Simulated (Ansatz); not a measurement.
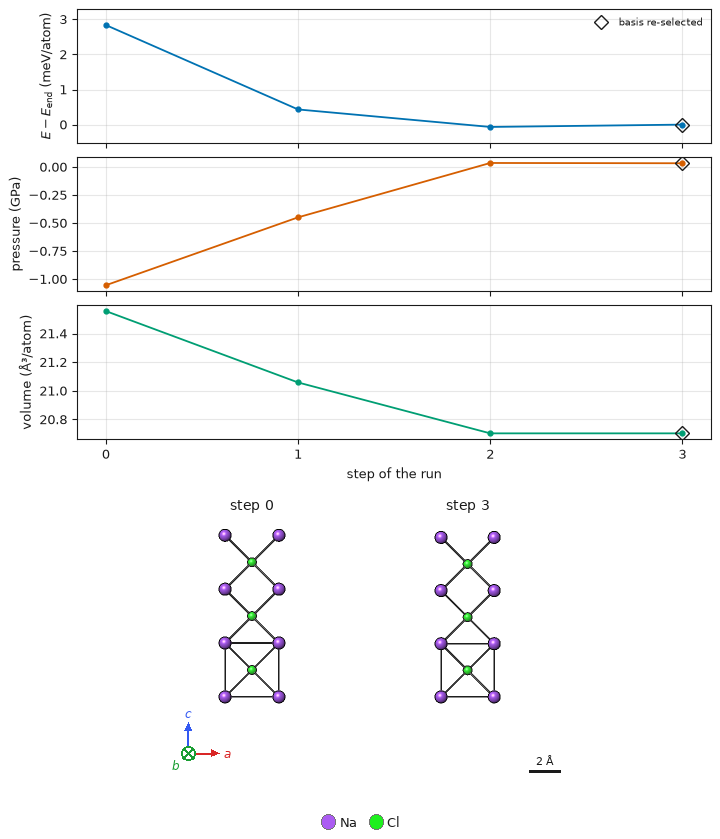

First and last geometry of a relaxation of crystalline NaCl (built on the CsCl type), with the history of the run. A ball-and-stick model of the cell of the calculation, repeated 1 × 1 × 3 with one cell outlined, seen along the b axis.

Method: DFT, r2SCAN, plane waves, PAW in Ansatz. Set-up: plane-wave cutoff 500 eV; k-point mesh 6 × 6 × 6; occupations fermi dirac; smearing width 0.02 eV; no spin polarisation; cell and atoms relaxed; force threshold 0.005 eV/Å.

### Read the history and describe the run.

It converged. The atoms keep their places relative to the cell (all moves are under 0.005 Å). The volume changes by −4.0 %, with a = b = c 3.506 → 3.460 Å (−1.3 %). Near-neighbour distances that change, for instance: Cl–Na 3.037 → 2.996 Å. The space group stays Pm-3m (No. 221). After 2 accepted moves (3 points after the start) the energy has fallen by 2.8 meV per atom. All forces vanish by symmetry, so only the cell relaxes. Pressure: −1.05 GPa at the start and 0.03 GPa at the end. The SCF was repeated once at an unchanged geometry on a basis and grid sized afresh for the cell, which shifted the energy by 0.1 meV per atom at most.
